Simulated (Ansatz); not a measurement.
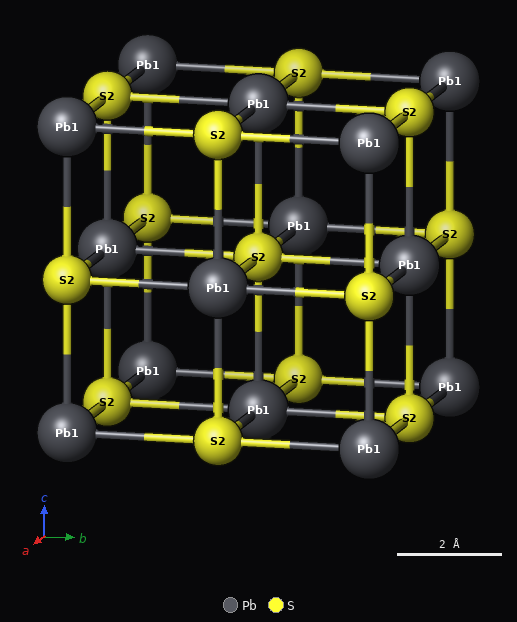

Figure 1. The structure as given in the input (ball-and-stick view of the cell 4 times as large as that of the calculation, set on its symmetry axes, seen slightly off an axis; atoms are numbered from 1 in the order of the input). Near neighbours in the crystal (not all of them lie inside the picture): Pb has 6 S at 3.03 Å; S has 6 Pb at 3.03 Å.

**PbS: a changed input and its effect**

System: PbS (Fm-3m, 2 atoms in the cell).
Method of run A: DFT PBE, scalar-relativistic, plane waves, PAW, no spin polarisation (Ansatz 0.2.0).

Text and figures count atoms from 1; the logs count them from 0 in places.

### Input, run A
```yaml
crystal:
  lattice:
    - [0.0, 3.03, 3.03]
    - [3.03, 0.0, 3.03]
    - [3.03, 3.03, 0.0]
  atoms:
    - { symbol: Pb, position: [0.0, 0.0, 0.0] }
    - { symbol: S, position: [0.5, 0.5, 0.5] }
basis:
  ecutwfc: 420
kpoints:
  mp_grid: { grid: [6, 6, 6] }
hamiltonian:
  xc: pbe
scf:
  occupations: { method: gaussian, width: 0.05 }
output:
  forces: true
  stress: true
  eigenvalues: true
```

Command:
```bash
ansatz run input.yaml --threads 1 --pin off --max-ram 1228MiB --backend cpu --events-out ev --progress --plain --runs-dir out
```

Hardware: 1 thread of Intel Xeon (Granite Rapids), 64 GiB of memory available, shared host.

### Output, shortened to warnings, some set-up lines, iterations and results (run A)
```
Basis set: ecut = 420 eV, 1067 PW (Γ), exchange–correlation on 60×60×60 points (8 copies of the dense FFT grid, shifted against one another)
Symmetry: 48 space group operations
k-points: 16 of 216
Initial density: superposition of atomic densities (neutral atoms: chi_scale 0, normalization atom), corrected by the library's trained network
[...]
SCF iter   1: F=—  HF=-12809.568315 eV  |F-HF|=—  |Δ(HF+E_count)|=         —  Δρ=1.07e-3  dr2=1.11e-3  ethr=1.77e-3  ⟨swp⟩=5.8  Hψ=1291  notcnv=0
SCF iter   2: F=—  HF=-12809.566957 eV  |F-HF|=—  |Δ(HF+E_count)|=   1.36e-3  Δρ=4.79e-4  dr2=1.15e-4  ethr=5.57e-6  ⟨swp⟩=2.1  Hψ=494  notcnv=0
SCF iter   3: F=—  HF=-12809.566960 eV  |F-HF|=—  |Δ(HF+E_count)|=   2.79e-6  Δρ=1.68e-4  dr2=1.46e-5  ethr=5.73e-7  ⟨swp⟩=2.0  Hψ=349  notcnv=0
SCF iter   4: F=—  HF=-12809.566960 eV  |F-HF|=—  |Δ(HF+E_count)|=   1.54e-7  Δρ=4.57e-5  dr2=1.25e-6  ethr=7.28e-8  ⟨swp⟩=2.0  Hψ=283  notcnv=0
SCF iter   5: F=-12809.566960 eV  HF=-12809.566960 eV  |F-HF|=1.84e-8  |Δ(HF+E_count)|=   3.90e-7  Δρ=6.83e-6  dr2=2.98e-8  ethr=6.27e-9  ⟨swp⟩=3.0  Hψ=386  notcnv=0
SCF iter   6: F=-12809.566960 eV  HF=-12809.566960 eV  |F-HF|=4.18e-11  |Δ(HF+E_count)|=   3.52e-9  Δρ=2.21e-7  dr2=1.41e-11  ethr=1.49e-10  ⟨swp⟩=2.2  Hψ=820  notcnv=0
SCF 1 converged in 6 iterations: F = -12809.566960 eV  dr2 = 1.41e-11
SCF converged after 6 iterations
Free energy (F): -12809.566960 eV
Harris-Foulkes:  -12809.566960 eV  (|F-HF|=4.18e-11)
Internal energy: -12809.566960 eV  (E = F + TS)
E sigma→0 (E₀):  -12809.566960 eV
Fermi energy:    7.698899 eV
--- Per-component energies (eV) ---
  E_band       = -70.895302
  E_kinetic    = 391.821373
  E_local      = -1268.499556  (includes V_loc(G=0)·N_el)
  E_nonlocal   = 378.396867
  E_hartree    = 491.015098
  E_xc         = -317.806504
  E_vxc        = -219.499190  (∫ρ·V_xc dr)
  E_paw        = -11003.228036  (= ΣΔE_a)
  E_vpaw       = -335.144993  (= ΣTr[D̂ρ^β])
  E_aug_tail   = 0.000052  (compensation charges beyond the density's cutoff)
  E_ewald      = -1481.266255
  E_smearing   = -0.000000  (= −TS)
  E_closure    = -0.000000  (closes the sum)
  Σ components = -12809.566960   (vs F -12809.566960, Δ=0.00e0)
--- Forces (eV/Å), atoms counted from 1 ---
  atom   1  Pb    -0.00000000     0.00000000    -0.00000000
  atom   2  S      0.00000000     0.00000000     0.00000000
  max |Σ_I F_I| component: 2.83e-30 eV/Å
--- Stress (GPa, compression-positive) ---
       -1.291175       0.000000       0.000000
        0.000000      -1.291175       0.000000
        0.000000      -0.000000      -1.291175
  P = ⅓ Tr σ = -1.2912 GPa (-12.912 kbar)
```

The input of run B differs as follows (lines with − go, lines with + come):
```diff
-    - [0.0, 3.03, 3.03]
-    - [3.03, 0.0, 3.03]
-    - [3.03, 3.03, 0.0]
+    - [0.0, 3.0040111439, 3.0040111439]
+    - [3.0040111439, 0.0, 3.0040111439]
+    - [3.0040111439, 3.0040111439, 0.0]
```

What does this change do to the results?

With the same functional and potentials, run B lies 2.9 meV per atom lower. The gap on the mesh goes from 0.57 to 0.49 eV. The pressure goes from −1.29 to 0.00 GPa. The volume per atom goes from 27.82 to 27.11 Å³. The cell is scaled evenly with the atoms at fixed fractional positions, so −ΔP/Δ ln V estimates the bulk modulus midway between the two volumes: about 50 GPa. The number of SCF iterations is the same.

### Output, shortened to warnings, some set-up lines, iterations and results (run B)
```
Basis set: ecut = 420 eV, 1067 PW (Γ), exchange–correlation on 60×60×60 points (8 copies of the dense FFT grid, shifted against one another)
Symmetry: 48 space group operations
k-points: 16 of 216
Initial density: superposition of atomic densities (neutral atoms: chi_scale 0, normalization atom), corrected by the library's trained network
[...]
SCF iter   1: F=—  HF=-12809.573958 eV  |F-HF|=—  |Δ(HF+E_count)|=         —  Δρ=9.92e-4  dr2=8.76e-4  ethr=1.77e-3  ⟨swp⟩=5.9  Hψ=1312  notcnv=0
SCF iter   2: F=—  HF=-12809.572815 eV  |F-HF|=—  |Δ(HF+E_count)|=   1.14e-3  Δρ=4.76e-4  dr2=1.16e-4  ethr=4.38e-6  ⟨swp⟩=2.2  Hψ=496  notcnv=0
SCF iter   3: F=—  HF=-12809.572816 eV  |F-HF|=—  |Δ(HF+E_count)|=   1.37e-6  Δρ=1.71e-4  dr2=1.54e-5  ethr=5.79e-7  ⟨swp⟩=2.0  Hψ=349  notcnv=0
SCF iter   4: F=—  HF=-12809.572823 eV  |F-HF|=—  |Δ(HF+E_count)|=   6.28e-6  Δρ=4.45e-5  dr2=1.11e-6  ethr=7.68e-8  ⟨swp⟩=2.1  Hψ=290  notcnv=0
SCF iter   5: F=-12809.572823 eV  HF=-12809.572823 eV  |F-HF|=1.56e-8  |Δ(HF+E_count)|=   2.31e-7  Δρ=6.42e-6  dr2=2.46e-8  ethr=5.55e-9  ⟨swp⟩=2.1  Hψ=382  notcnv=0
SCF iter   6: F=-12809.572823 eV  HF=-12809.572823 eV  |F-HF|=1.27e-11  |Δ(HF+E_count)|=   3.83e-9  Δρ=3.14e-7  dr2=5.09e-11  ethr=1.23e-10  ⟨swp⟩=2.4  Hψ=855  notcnv=0
SCF 1 converged in 6 iterations: F = -12809.572823 eV  dr2 = 5.09e-11
SCF converged after 6 iterations
Free energy (F): -12809.572823 eV
Harris-Foulkes:  -12809.572823 eV  (|F-HF|=1.27e-11)
Internal energy: -12809.572823 eV  (E = F + TS)
E sigma→0 (E₀):  -12809.572823 eV
Fermi energy:    8.066069 eV
--- Per-component energies (eV) ---
  E_band       = -64.691892
  E_kinetic    = 392.561760
  E_local      = -1249.645683  (includes V_loc(G=0)·N_el)
  E_nonlocal   = 378.451790
  E_hartree    = 484.547126
  E_xc         = -318.124784
  E_vxc        = -219.932643  (∫ρ·V_xc dr)
  E_paw        = -11003.281823  (= ΣΔE_a)
  E_vpaw       = -335.221178  (= ΣTr[D̂ρ^β])
  E_aug_tail   = 0.000051  (compensation charges beyond the density's cutoff)
  E_ewald      = -1494.081259
  E_smearing   = -0.000000  (= −TS)
  E_closure    = 0.000000  (closes the sum)
  Σ components = -12809.572823   (vs F -12809.572823, Δ=0.00e0)
--- Forces (eV/Å), atoms counted from 1 ---
  atom   1  Pb    -0.00000000     0.00000000     0.00000000
  atom   2  S      0.00000000    -0.00000000    -0.00000000
  max |Σ_I F_I| component: 4.08e-30 eV/Å
--- Stress (GPa, compression-positive) ---
       -0.000784       0.000000      -0.000000
        0.000000      -0.000784       0.000000
        0.000000       0.000000      -0.000784
  P = ⅓ Tr σ = -0.0008 GPa (-0.008 kbar)
```

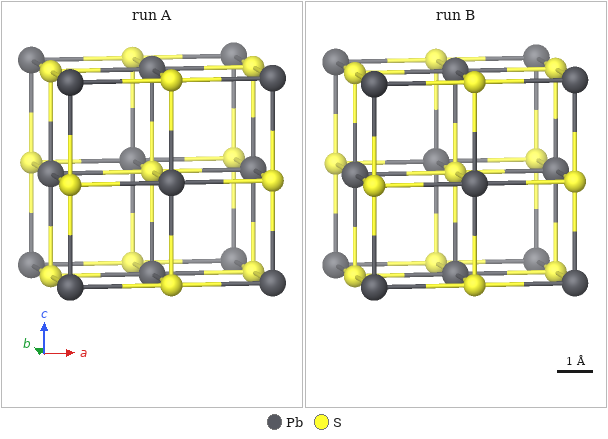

Figure 2. The two input geometries at one scale (ball-and-stick view of the cell 4 times as large as that of the calculation, set on its symmetry axes, seen slightly off an axis). No atom moves by more than 0.005 Å relative to the cell. The drawn cell changes as follows: a = b = c 6.060 → 6.008 Å (−0.9 %); the volume changes by −2.6 %. Among the contacts that change: Pb–S 3.030 → 3.004 Å.

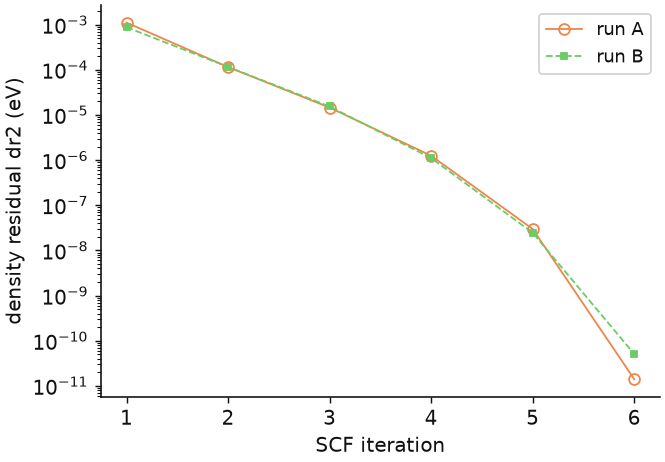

Figure 3. Convergence of the two runs: density residual dr2 against the SCF iteration. Run A takes 6 iterations in all, and run B takes 6.

### The two runs side by side

| quantity | run A | run B |
| --- | --- | --- |
| outcome | converged | converged |
| free energy per atom (eV) | −6404.7835 | −6404.7864 |
| gap on the mesh (eV) | 0.57 | 0.49 |
| pressure (GPa) | −1.29 | 0.00 |
| volume per atom (Å³) | 27.82 | 27.11 |
| largest force (eV/Å) | 0.000 | 0.000 |
| SCF iterations | 6 | 6 |
| irreducible k-points | 16 | 16 |
| plane waves at Γ | 1067 | 1067 |
| wall time (shared host) | 0.57 s | 0.54 s |

For both runs: Spin–orbit coupling is left out, which matters for Pb.
